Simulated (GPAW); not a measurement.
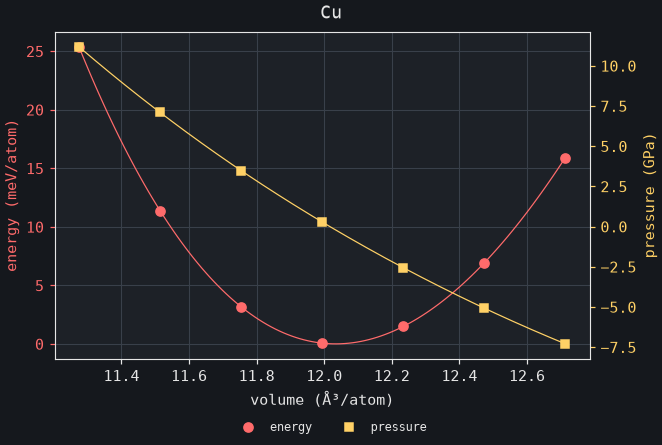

Calculation (GPAW 26.7.0): PAW DFT in plane waves, on a grid or in atomic orbitals, no spin polarisation; energies at scaled volumes of the given cell, shape and fractions fixed, counted from the fit's minimum, third-order Birch-Murnaghan fit. Level: PBEsol.

```json
{"setting": "k mesh", "value": "11×11×11"}
{"setting": "occupations", "value": "Fermi–Dirac"}
{"setting": "smearing width", "value": "0.05 eV"}
{"setting": "potentials", "value": "PAW data sets made by gpaw setup for the functional"}
{"setting": "wave cutoff", "value": "600 eV"}
{"setting": "program settings", "value": "basis pw"}
```

Cell as given: a = 4.159 Å, b = 4.159 Å, c = 2.475 Å, α = 90.00°, β = 90.00°, γ = 145.93°; 2 atoms.

**Figure.** Energy and pressure against volume for Cu, space group Cmcm (No. 63).

A third-order Birch–Murnaghan fit gives V0 = 12.03 Å³/atom, B0 = 148 GPa and B′ = 5.1. The energy is 25.37 meV/atom at volume 11.27 Å³/atom and 15.91 meV/atom at 12.71 Å³/atom; the lowest computed point is at volume 11.99 Å³/atom (0.06 meV/atom). The pressure falls from 11.18 GPa at volume 11.27 Å³/atom to −7.30 GPa at 12.71 Å³/atom, and changes sign near 12.02 Å³/atom.

Keep in mind: shape and atomic fractions are frozen while scaling, which makes layered, chain and framework solids too stiff.
